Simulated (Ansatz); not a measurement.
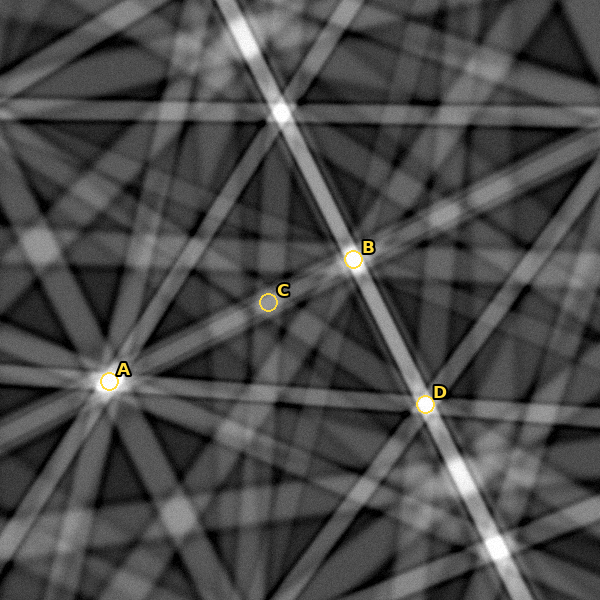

Simulated Kikuchi (electron backscatter) pattern at 30 kV: kinematic bands of width 2θ(Bragg) in gnomonic projection, seen from the camera side; the frame spans ±31° from its centre. Crystal: Ta, space group P6/mmm (No. 191), a = 4.922 Å, c = 2.754 Å (hexagonal axes). Structure: the end point of a relaxation with DFT, BLYP, plane waves (420 eV) with PAW, scalar-relativistic in Ansatz 0.2.0; the starting structure was generated, so it need not be a known form of this composition.

Pole A is [100] and pole B is [210].

Index the poles C and D.

C is [310], 19.1° from A and 10.9° from B. D is [21-1], 34.5° from A and 17.9° from B.

Which band joins A and B, and how wide is it?

It comes from the planes common to both zones. The strongest order is 0 0 2 with d = 1.377 Å, so the band is 2θ = 2.9° wide (λ = 0.0698 Å). Other orders of the same planes (0 0 1) lie on the same centre line with other widths.
